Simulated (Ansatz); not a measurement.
```
Si O
1.0
     4.99600    0.00000    0.00000
     0.00000    4.99600    0.00000
     0.00000    0.00000    7.01600
Si O
4 8
Direct
  0.29525 0.29525 0.00000
  0.20475 0.79525 0.25000
  0.70475 0.70475 0.50000
  0.79525 0.20475 0.75000
  0.24060 0.09515 0.17482
  0.40485 0.74060 0.42482
  0.75940 0.90485 0.67482
  0.59515 0.25940 0.92482
  0.74060 0.40485 0.57518
  0.90485 0.75940 0.32518
  0.25940 0.59515 0.07518
  0.09515 0.24060 0.82518
```

Space group P4₁2₁2; not relaxed (largest force 0.5 eV/Å); computed pressure about 7 GPa in this cell.

All numbers below come from Ansatz 0.2.0, DFT, PBE, plane-wave PAW, default files, scalar-relativistic, frozen cores.

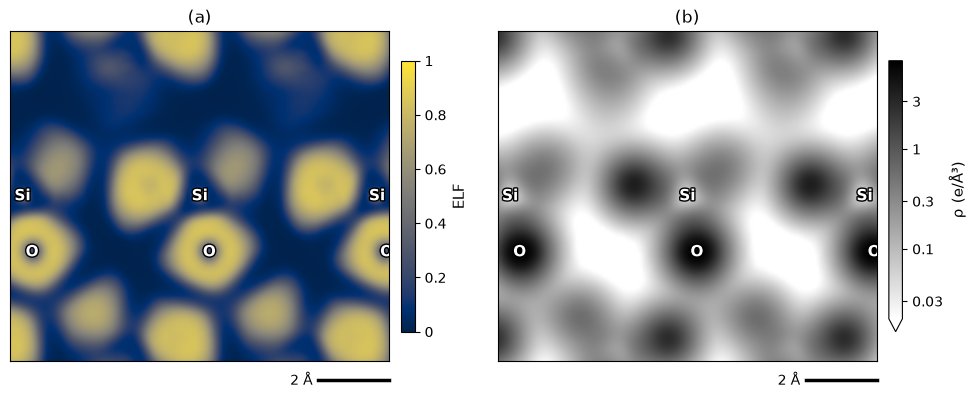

SiO$_{2}$. (a) electron localisation function; (b) valence charge density (pseudo) on the (101) plane of the conventional cell.

The density is the valence pseudo-density of a PAW calculation; it isn't the true density close to the nuclei.

Q: What do the fields say about this system?

A: The section cuts through Si and O sites.
Atoms just off the plane (Si, 0.4 Å away and O, 0.5 Å away) can leave unmarked features too.
Si–O (1.61 Å): the density is about 1.3 e/Å³ at the midpoint; the ELF peaks at about 0.85 between the atoms, as expected for a polar covalent bond.
Between the atoms the lowest density in this plane is 0.004 e/Å³.
The ELF also peaks beside O, away from the bonds: lone-pair regions.

Q: Does the calculation make it a metal, or give it a gap?

A: It is gapped, with a Kohn–Sham gap of 5.8 eV on the k-point mesh, an upper bound to the gap of this method.
